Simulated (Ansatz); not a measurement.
```cif
data_structure
_symmetry_space_group_name_H-M 'P 1'
_symmetry_Int_Tables_number 1
_cell_length_a 5.0110
_cell_length_b 5.0110
_cell_length_c 5.0110
_cell_angle_alpha 109.471
_cell_angle_beta 109.471
_cell_angle_gamma 109.471
_cell_volume 96.86
loop_
_atom_site_label
_atom_site_type_symbol
_atom_site_fract_x
_atom_site_fract_y
_atom_site_fract_z
_atom_site_occupancy
Al1 Al 0.50000 0.00000 0.50000 1
Al2 Al 0.00000 0.50000 0.50000 1
Al3 Al 0.00000 0.00000 0.00000 1
Al4 Al 0.50000 0.50000 0.00000 1
Ni1 Ni 0.50000 0.50000 0.50000 1
Ni2 Ni 0.00000 0.00000 0.50000 1
Ni3 Ni 0.00000 0.50000 0.00000 1
Ni4 Ni 0.50000 0.00000 0.00000 1
```

Space group Pm-3m; computed without spin polarisation.

Level of theory: Ansatz, DFT PBE, scalar-relativistic, plane waves, PAW.

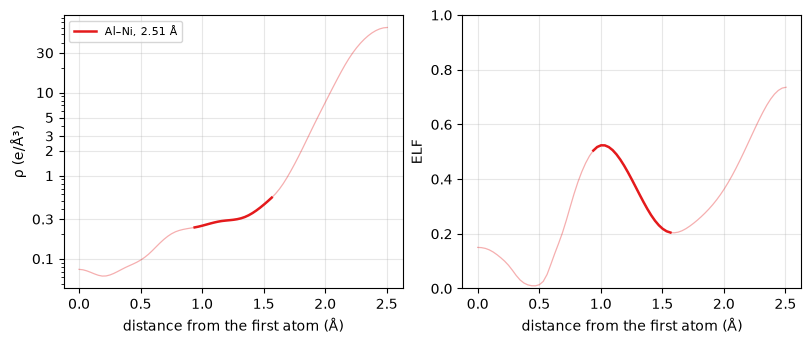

AlNi. Valence charge density (pseudo) and electron localisation function along straight lines between neighbouring atoms. Thin, pale parts lie inside the atomic spheres.

In a PAW calculation such maps are meaningful between the atoms, not at the nuclei.

Question: What can be read from the curves?

Answer: Al–Ni (2.51 Å): ρ is about 0.29 e/Å³ halfway; the ELF is about 0.40 at the midpoint.
